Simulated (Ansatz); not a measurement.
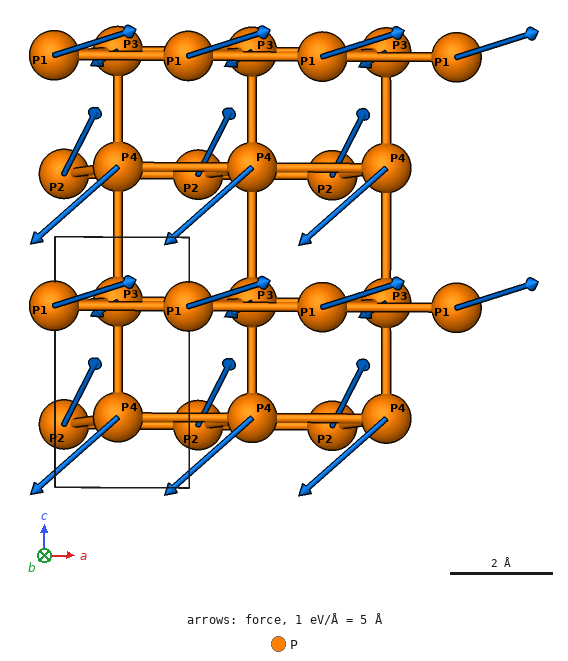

Starting geometry of crystalline P (a generated structure, set up in P1) (coarse preliminary run) with the computed forces as blue arrows. A ball-and-stick model of the cell of the calculation, repeated 3 × 1 × 2 with one cell outlined, seen along the b axis.

These are results of Ansatz, DFT PBE, scalar-relativistic, plane waves, PAW, not measurements. Set-up: plane-wave cutoff 420 eV; k-point mesh 8 × 6 × 4; occupations gaussian; smearing width 0.2 eV; no spin polarisation; cell and atoms relaxed; force threshold 0.025 eV/Å; at most 60 steps.

> What follows when this structure is relaxed?

It isn't relaxed: the largest force vector, on P2, is 0.53 eV/Å. The final displacements follow the starting forces only in part (cosine between the two patterns 0.70). Over 11 accepted moves (12 points after the start) the energy falls by 327 meV per atom. Largest force component: 0.48 eV/Å at the start, 0.0031 eV/Å at the end. The pressure goes from 3.74 to 0.07 GPa. At 1 point the geometry stayed and the basis and grid were re-selected for the new cell (energy shift of 0.2 meV per atom at most each time). P1 moves most relative to the cell: 0.67 Å in a general direction near +a. The volume changes by −1.0 %, with a 2.636 → 2.459 Å (−6.7 %), b 4.564 → 4.841 Å (+6.1 %), c 4.921 → 4.918 Å (0.0 %), α 90.7° → 90.0°, β 90.3° → 90.0°, γ 91.9° → 90.0°. Some distances before and after: P1–P3 2.531 → 3.450 Å, P2–P4 2.617 → 3.451 Å, P1–P3 (another image) 2.812 → 3.451 Å, P2–P4 (another image) 2.938 → 3.450 Å. Bond angles that change, for instance: P2–P4–P2 129.6° → 180.0°, P1–P1–P3 119.7° → 90.0°, P1–P1–P3 60.3° → 90.0°. The space group (tolerance 0.01 Å) goes from P1 (No. 1) to P4/mmm (No. 123). The run took 2.2 min on 1 thread of Arm Neoverse V2, on a shared host, peak memory 0.43 GiB.
